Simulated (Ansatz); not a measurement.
## Geometry relaxation of Ba₄Ti₅O₁₂ (part 3 of 3)

Continued. System: Ba₄Ti₅O₁₂ (slab, 21 atoms in the cell). Method: DFT PBE, scalar-relativistic, plane waves, PAW, PAW set soft_1, spin-polarised (Ansatz 0.2.0); cutoff 420 eV, 3×2×1 k-mesh, Fermi–Dirac smearing of 0.02 eV, collinear spins. The structure derives from an entry of the Crystallography Open Database. The input holds or restrains some coordinates. Forces given for the steps count only the free coordinates. It belongs to a series of runs on one base structure; here: end point A relaxed.

Geometry of the input (Å; fractional positions):
```
5.6512  0.0000  0.0000
0.0000  7.9920  0.0000
0.0000  0.0000  16.2384
Ba 0.0000  0.0000  0.0616
Ti 0.5000  0.2500  0.0616
O  0.7500  0.2500  0.1486
O  0.2500  0.2500  0.1486
O  0.5000  0.0000  0.0616
Ba 0.5000  0.0000  0.2356
Ti 0.0000  0.2500  0.2356
O  0.2500  0.2500  0.3226
O  0.7500  0.2500  0.3226
O  0.0000  0.0000  0.2356
Ba 0.0000  0.5000  0.0616
Ti 0.5000  0.7500  0.0616
O  0.7500  0.7500  0.1486
O  0.2500  0.7500  0.1486
O  0.5000  0.5000  0.0616
Ba 0.5000  0.5000  0.2356
Ti 0.0000  0.7500  0.2356
O  0.2500  0.7500  0.3226
O  0.7500  0.7500  0.3226
O  0.0000  0.5000  0.2356
Ti 0.4049  0.9228  0.4679
```

**Output, continued**
```
  k-point 2 ↑: bands = ["-55.7109", "-55.4283", "-55.3268", "-55.0683", "-54.3626", "-32.0611", "-32.0043", "-31.9129", "-31.9097", "-31.8214", "-31.7730", "-31.6941", "-31.6941", "-31.6043", "-31.5956", "-31.4997", "-31.3164", "-30.8371", "-30.7558", "-30.6689", "-24.7329", "-24.6395", "-24.1217", "-24.0251", "-16.3208", "-16.3097", "-16.1642", "-16.0285", "-15.8801", "-15.7787", "-15.5546", "-15.4041", "-15.3632", "-15.1301", "-14.5861", "-14.3413", "-10.0552", "-9.9762", "-9.9280", "-9.9068", "-9.8671", "-9.6932", "-9.5609", "-9.4825", "-9.2815", "-9.1773", "-9.1443", "-9.0103", "-3.4267", "-3.3343", "-3.1170", "-3.1076", "-2.8803", "-2.7944", "-2.7374", "-2.6164", "-2.5115", "-2.3222", "-2.2349", "-2.1707", "-2.0910", "-2.0060", "-1.9759", "-1.8231", "-1.7138", "-1.4705", "-1.3236", "-1.1921", "-1.0938", "-1.0100", "-0.9981", "-0.9229", "-0.7208", "-0.7095", "-0.5978", "-0.3697", "-0.3048", "-0.2746", "-0.1803", "-0.0046", "0.2234", "0.2538", "0.4225", "0.6354", "2.1939", "2.7509", "2.8361", "3.0120", "3.2102", "3.3890", "3.5578", "3.5906", "3.6473", "3.6556", "3.9273", "4.1187", "4.3058", "4.6108", "4.6660", "4.7292", "4.7646", "4.8245", "4.9455", "5.2594", "5.4417", "5.4434", "5.5784", "5.8445"]
  k-point 3 ↓: bands = ["-55.4562", "-55.0709", "-54.9835", "-54.3574", "-53.8539", "-31.7576", "-31.7478", "-31.7140", "-31.6409", "-31.5672", "-31.4452", "-31.3680", "-31.2231", "-31.1649", "-30.8317", "-30.7583", "-30.7520", "-30.6631", "-30.2429", "-29.7819", "-24.6721", "-24.6690", "-24.0882", "-24.0350", "-16.2897", "-16.2074", "-16.1158", "-15.9820", "-15.9523", "-15.8923", "-15.4693", "-15.4632", "-15.3527", "-15.2520", "-14.5837", "-14.3329", "-10.1396", "-10.0835", "-9.8051", "-9.8021", "-9.7525", "-9.7284", "-9.5835", "-9.3872", "-9.2935", "-9.2122", "-9.0621", "-9.0290", "-3.3109", "-3.0552", "-3.0333", "-2.7723", "-2.7600", "-2.6820", "-2.5598", "-2.5585", "-2.3757", "-2.3606", "-2.1951", "-2.1698", "-2.0939", "-1.9614", "-1.8430", "-1.7739", "-1.6494", "-1.6446", "-1.5703", "-1.3755", "-1.2250", "-1.1492", "-0.9988", "-0.9306", "-0.7061", "-0.6697", "-0.5699", "-0.4255", "-0.3023", "-0.2109", "-0.1366", "-0.0146", "0.2304", "0.2604", "0.5069", "0.6401", "3.5491", "3.7640", "3.7684", "3.8183", "3.9054", "3.9397", "4.0950", "4.1016", "4.3300", "4.3623", "4.4968", "4.5792", "4.5824", "4.8829", "4.9849", "5.0022", "5.0358", "5.2301", "5.2333", "5.3945", "5.6939", "5.8563", "6.0004", "6.1476"]
--- Relaxed structure (18 steps of the walk, 17 accepted, 0 SCFs on fresh bases) ---
  F+E_penalty+E_count = -43129.92039553 eV   max|allowed force component| = 7.665e-3 eV/Å
  atoms:
    - { symbol: Ba, position: [0.0, 0.0, 0.0615824] }
    - { symbol: Ti, position: [0.5, 0.24999999999999997, 0.0615824] }
    - { symbol: O, position: [0.7643495389861908, 0.24999627025442434, 0.12358970708456077] }
    - { symbol: O, position: [0.23568558743983112, 0.2500000732703773, 0.12362192673238709] }
    - { symbol: O, position: [0.5, 0.0, 0.0615824] }
    - { symbol: Ba, position: [0.4996787044152438, 0.014941228551435861, 0.24134435794545772] }
    - { symbol: Ti, position: [-0.00027619498149189167, 0.2500389093701436, 0.24260846198375452] }
    - { symbol: O, position: [0.2507586896205166, 0.25002945831868495, 0.3044933811408414] }
    - { symbol: O, position: [0.7486474872475518, 0.25001773858379883, 0.3044633296376158] }
    - { symbol: O, position: [-0.0001837332889304195, -0.010756111163696565, 0.22008370588635137] }
    - { symbol: Ba, position: [0.0, 0.49999999999999994, 0.0615824] }
    - { symbol: Ti, position: [0.5, 0.7499999999999999, 0.0615824] }
    - { symbol: O, position: [0.7593510752265644, 0.7500098670154038, 0.12767776334390032] }
    - { symbol: O, position: [0.24071483032724264, 0.7500145284880653, 0.12768612380355593] }
    - { symbol: O, position: [0.5, 0.49999999999999994, 0.0615824] }
    - { symbol: Ba, position: [0.49969102618520306, 0.48510383919016914, 0.2413587708422415] }
    - { symbol: Ti, position: [-0.0003396669883231652, 0.7500278015866987, 0.24005538461861453] }
    - { symbol: O, position: [0.24932158922133593, 0.7500078995230064, 0.32063174982793025] }
    - { symbol: O, position: [0.7498577925716732, 0.7500170304090257, 0.3205719111690686] }
    - { symbol: O, position: [-0.00019943311726213956, 0.5107644433971197, 0.22007532650374337] }
    - { symbol: Ti, position: [0.4996207961670546, 0.7500375702283322, 0.39183724204612375] }
```

**Trajectory as extended XYZ (Å, eV, eV/Å), 5 of the 18 frames kept, from step=1 to step=18**
```
21
Lattice="5.6512 0.0000 0.0000 0.0000 7.9920 0.0000 0.0000 0.0000 16.2384" Properties=species:S:1:pos:R:3:forces:R:3 step=1 energy=-43118.43265
Ba    0.0000    0.0000    1.0000    0.0153   0.0184   1.2231
Ti    2.8256    1.9980    1.0000   -0.0127   0.0059   4.3710
O     4.2384    1.9980    2.4128   -1.0737  -0.0041  -3.2633
O     1.4128    1.9980    2.4128    1.0967  -0.0017  -3.3144
O     2.8256    0.0000    1.0000    0.0067  -0.0121  -1.8074
Ba    2.8256    0.0000    3.8256    0.1141   0.0351   2.1113
Ti    0.0000    1.9980    3.8256   -0.0956  -0.0413   6.1840
O     1.4128    1.9980    5.2384   -1.0014  -0.3427  -1.5382
O     4.2384    1.9980    5.2384    1.0556  -0.1638  -1.7992
O     0.0000    0.0000    3.8256    0.0463  -0.0846  -2.0232
Ba    0.0000    3.9960    1.0000    0.0003  -0.0185   1.2208
Ti    2.8256    5.9940    1.0000   -0.1162  -0.0148   4.3834
O     4.2384    5.9940    2.4128   -0.9667   0.0140  -3.2204
O     1.4128    5.9940    2.4128    1.1020  -0.0020  -3.2909
O     2.8256    3.9960    1.0000    0.0077   0.0182  -1.8319
Ba    2.8256    3.9960    3.8256    0.0716   0.0110   2.7449
Ti    0.0000    5.9940    3.8256   -0.4405   0.0815   6.1786
O     1.4128    5.9940    5.2384   -0.3985   0.7471  -0.2907
O     4.2384    5.9940    5.2384    0.7990   0.2863  -1.5842
O     0.0000    3.9960    3.8256    0.0637   0.1230  -1.9809
Ti    2.2880    7.3752    7.5984   -0.2736  -0.6548  -2.4741
21
Lattice="5.6512 0.0000 0.0000 0.0000 7.9920 0.0000 0.0000 0.0000 16.2384" Properties=species:S:1:pos:R:3:forces:R:3 step=5 energy=-43128.12310
Ba    0.0000    0.0000    1.0000    0.0265  -0.0403   0.5392
Ti    2.8256    1.9980    1.0000    0.0165   0.2123   1.5369
O     4.2497    2.0009    2.0423    0.5924  -0.0145   0.0365
O     1.4049    1.9995    2.0421   -0.6074  -0.0163   0.0708
O     2.8256    0.0000    1.0000    0.0137  -0.0118  -2.0446
Ba    2.8628    0.0633    3.9790    0.2498   0.3659  -0.5994
Ti    0.0138    1.9981    4.0777    0.0882   0.0608  -0.2365
O     1.4130    1.9349    5.1179    0.0252  -0.0154  -0.0301
O     4.2457    1.9748    5.0780   -0.0691   0.0327  -0.0689
O     0.0124   -0.0406    3.5639    0.0847  -0.2987   0.1917
Ba    0.0000    3.9960    1.0000    0.0168   0.0723   0.7860
Ti    2.8256    5.9940    1.0000    0.1332  -0.1818   2.0238
O     4.2523    5.9949    2.0494    0.3158   0.0179  -0.1320
O     1.4190    5.9955    2.0619   -0.3545   0.0288   0.0421
O     2.8256    3.9960    1.0000    0.0062   0.0456  -2.1019
Ba    2.8320    3.9839    4.2269    0.1425  -0.2037   0.0981
Ti    0.0134    6.0326    4.1403   -0.4404   0.0751  -0.5367
O     1.4336    6.1819    5.3830    0.0490   0.1698   0.7087
O     4.2430    6.0580    5.1134   -0.0591   0.0683   0.1109
O     0.0299    4.0644    3.6209    0.1496   0.3121   0.3963
Ti    2.0872    7.0687    6.9450   -0.3804  -0.6801  -0.7942
21
Lattice="5.6512 0.0000 0.0000 0.0000 7.9920 0.0000 0.0000 0.0000 16.2384" Properties=species:S:1:pos:R:3:forces:R:3 step=9 energy=-43129.13050
Ba    0.0000    0.0000    1.0000    0.0543  -0.0729  -0.2357
Ti    2.8256    1.9980    1.0000   -0.0503   0.4564   1.4282
O     4.3195    1.9954    1.9985   -0.0404  -0.0067   0.0394
O     1.3329    1.9995    2.0227    0.0735   0.0085   0.0370
O     2.8256    0.0000    1.0000    0.0678   0.1084  -1.6847
Ba    2.8180    0.1387    3.7868   -0.1925   0.1066  -0.0612
Ti    0.0005    2.0120    3.9748   -0.1518   0.0255   0.0190
O     1.3887    1.9238    5.0251   -0.0337   0.0776  -0.1086
O     4.2213    1.9618    4.9667   -0.0216  -0.0285   0.0053
O    -0.0144   -0.0747    3.5578   -0.0059  -0.0159   0.0572
Ba    0.0000    3.9960    1.0000    0.0391   0.1361   0.2545
Ti    2.8256    5.9940    1.0000   -0.1153  -0.3876   1.9486
O     4.3148    6.0023    2.0624   -0.0477   0.0007   0.2876
O     1.3656    6.0016    2.0090    0.0506  -0.0187  -0.0123
O     2.8256    3.9960    1.0000    0.0759  -0.0139  -1.6636
Ba    2.7956    3.9358    4.2225   -0.1425  -0.1181  -0.1804
Ti   -0.1965    6.0429    3.9793    0.4502  -0.0868  -0.3643
O     1.2988    6.0360    5.2466   -0.4407   0.2585   0.2334
O     4.0708    6.1486    5.1186   -0.6673   0.2166   0.9990
O    -0.0294    4.1105    3.6739   -0.0827  -0.0316  -0.0747
Ti    2.3909    6.5960    6.5322    1.1809  -0.6142  -0.9328
21
Lattice="5.6512 0.0000 0.0000 0.0000 7.9920 0.0000 0.0000 0.0000 16.2384" Properties=species:S:1:pos:R:3:forces:R:3 step=14 energy=-43129.73772 accepted=F
Ba    0.0000    0.0000    1.0000   -0.0099  -0.2152  -0.7701
Ti    2.8256    1.9980    1.0000   -0.0046  -0.0481   1.0162
O     4.3226    1.9885    2.0046    0.0551   0.0605   0.0976
O     1.3348    1.9907    2.0113   -0.0657   0.0415   0.0626
O     2.8256    0.0000    1.0000   -0.0095   0.0953  -1.5850
Ba    2.8180    0.0909    3.8907    0.0375   0.1063  -0.0668
Ti   -0.0031    2.0603    3.8734   -0.0341  -0.1368   0.0637
O     1.4009    1.9638    4.8953    0.0151   0.0854  -0.0773
O     4.2510    1.9727    4.9053   -0.0280   0.0504  -0.1399
O    -0.0025   -0.1879    3.4230    0.0047   0.6588   1.1584
Ba    0.0000    3.9960    1.0000   -0.0146   0.1926  -0.6766
Ti    2.8256    5.9940    1.0000    0.0144   0.0448   1.8508
O     4.2796    5.9932    2.0563   -0.1074  -0.1646   0.0904
O     1.3535    5.9900    2.0345    0.1290  -0.1308   0.1001
O     2.8256    3.9960    1.0000    0.0053  -0.2002  -1.5528
Ba    2.8200    3.8671    3.8806    0.0173   0.0460   0.0417
Ti   -0.0062    6.0032    3.9332   -0.0211  -0.0394  -0.6740
O     1.3991    5.9932    5.2043    0.0871  -0.0489   0.0965
O     4.2377    5.9988    5.2084    0.0203  -0.0626   0.0267
O     0.0000    4.0901    3.4683   -0.0133  -0.3519   0.8209
Ti    2.8220    5.9741    6.3641   -0.0776   0.0172   0.1150
21
Lattice="5.6512 0.0000 0.0000 0.0000 7.9920 0.0000 0.0000 0.0000 16.2384" Properties=species:S:1:pos:R:3:forces:R:3 step=18 energy=-43129.92040
Ba    0.0000    0.0000    1.0000   -0.0002  -0.1001  -0.1618
Ti    2.8256    1.9980    1.0000   -0.0015   0.0001   1.2087
O     4.3195    1.9980    2.0069    0.0015   0.0002   0.0044
O     1.3319    1.9980    2.0074   -0.0006   0.0000   0.0032
O     2.8256    0.0000    1.0000    0.0002  -0.0346  -1.5905
Ba    2.8238    0.1194    3.9190    0.0009  -0.0047  -0.0018
Ti   -0.0016    1.9983    3.9396    0.0014  -0.0001  -0.0014
O     1.4171    1.9982    4.9445   -0.0077  -0.0005  -0.0007
O     4.2308    1.9981    4.9440    0.0074  -0.0003   0.0002
O    -0.0010   -0.0860    3.5738   -0.0007   0.0074  -0.0001
Ba    0.0000    3.9960    1.0000   -0.0001   0.1007  -0.1615
Ti    2.8256    5.9940    1.0000   -0.0037   0.0001   2.2802
O     4.2912    5.9941    2.0733    0.0024  -0.0002   0.0027
O     1.3603    5.9941    2.0734   -0.0021  -0.0006   0.0020
O     2.8256    3.9960    1.0000    0.0002   0.0354  -1.5901
Ba    2.8239    3.8769    3.9193    0.0006   0.0047  -0.0026
Ti   -0.0019    5.9942    3.8981   -0.0018  -0.0009   0.0067
O     1.4090    5.9941    5.2065   -0.0025   0.0003  -0.0014
O     4.2376    5.9941    5.2056    0.0054   0.0002  -0.0017
O    -0.0011    4.0820    3.5737   -0.0005  -0.0067   0.0003
Ti    2.8235    5.9943    6.3628    0.0012  -0.0002   0.0050
```

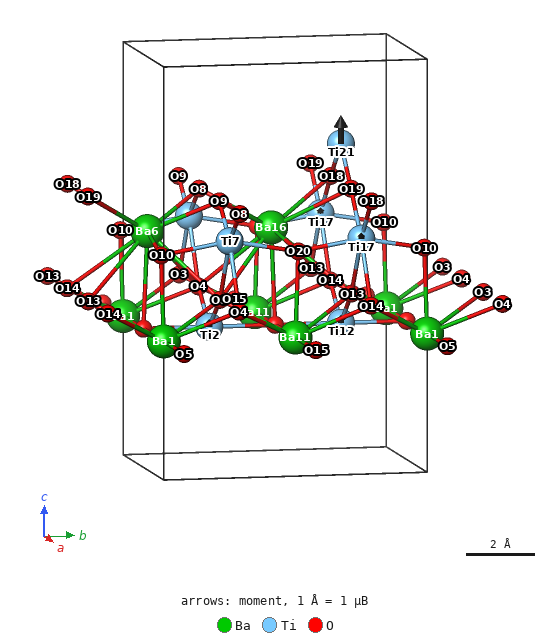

Figure 1. Magnetic moments of the sites as black arrows (ball-and-stick view of the cell of the calculation, with the vacuum cut short, seen slightly off an axis; bonded neighbours outside the cell are drawn too; atoms are numbered from 1 in the order of the input); small moments hardly show. The run is collinear, so the axis drawn is arbitrary. Site moments: Ti21 (0.86 μB); Ti12 (0.24 μB); Ti2 (0.23 μB); Ti17 (0.18 μB). They are counted near the atoms and needn't add up to the moment of the cell.

**Results in brief**

| quantity | value |
| --- | --- |
| outcome | converged under the restraints of the input |
| electrons treated | 172 |
| free energy | −43129.9204 eV |
| Fermi energy | 3.011 eV |
| net moment of the cell | 4.00 μB |
| integrated absolute moment | 4.26 μB |
| final volume | 733.40 Å³ |
| largest force (length of the vector) at the end, held atoms and coordinates included | 2.280 eV/Å |
| hardware | 4 threads of Arm Neoverse V1, 24 GiB of memory available, shared host |
| wall time | 15 min (CPU time 57 min) |
| peak memory | 2.5 GiB |

**Remarks**

The electronic state found may not be the lowest one.
